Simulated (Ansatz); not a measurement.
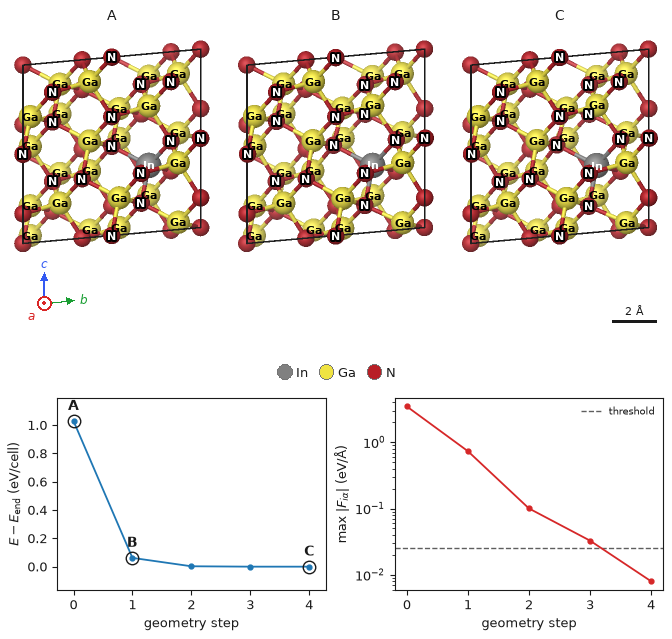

Frames of a relaxation of a defect cell of composition InGa$_{23}$N$_{24}$, marked on the history of the run. Style: ball-and-stick. Shown: the cell of the calculation (origin shifted), along the a axis.

Case: In on a Ga site (b), charge +0, atoms relaxed at the host's cell.

All numbers below come from DFT PBE, scalar-relativistic, plane waves, PAW in Ansatz 0.2.0. (plane-wave cutoff 420 eV; k-point mesh 2 × 2 × 2; occupations gaussian; smearing width 0.01 eV; mesh shifted by (0.5, 0.5, 0.5); no spin polarisation; atoms relaxed in a fixed cell; force threshold 0.025 eV/Å; at most 45 steps)

### What happens along the run?

The energy falls by 1.029 eV per cell of the calculation in 4 geometry steps. Largest force component: 3.5 eV/Å at the start, 0.008 eV/Å at the end. The largest moves, 0.16 Å, are those of N atoms. Largest moves by element: N 0.16 Å, Ga 0.04 Å, In 0.01 Å. The lattice vectors keep their values. Some distances before and after: In–N 1.967 → 2.123 Å, Ga–N 1.967 → 1.942 Å, Ga–N 1.975 → 1.963 Å, Ga–N 1.967 → 1.978 Å. Bond angles that change, for instance: Ga–N–Ga 109.2° → 113.1°, N–Ga–N 109.2° → 105.3°, In–N–Ga 109.2° → 105.5°. Cost: 110 s on 4 threads of Arm Neoverse V1, with other jobs on the host, peak memory 1.7 GiB. From step 0 to 1: N atoms move most (0.12 Å), energy −0.967 eV per cell of the calculation. From step 1 to 4: N atoms move most (0.04 Å), energy −62.1 meV per cell of the calculation.

```tsv
step	E − E(0), meV/atom	largest force component, eV/Å
0	0.00	3.4620
1	-20.14	0.7327
2	-21.38	0.1003
3	-21.44	0.0328
4	-21.44	0.0080
```

Limits of the set-up: the periodic images lie only 8.3 Å apart, so the values are limited by the cell's size.
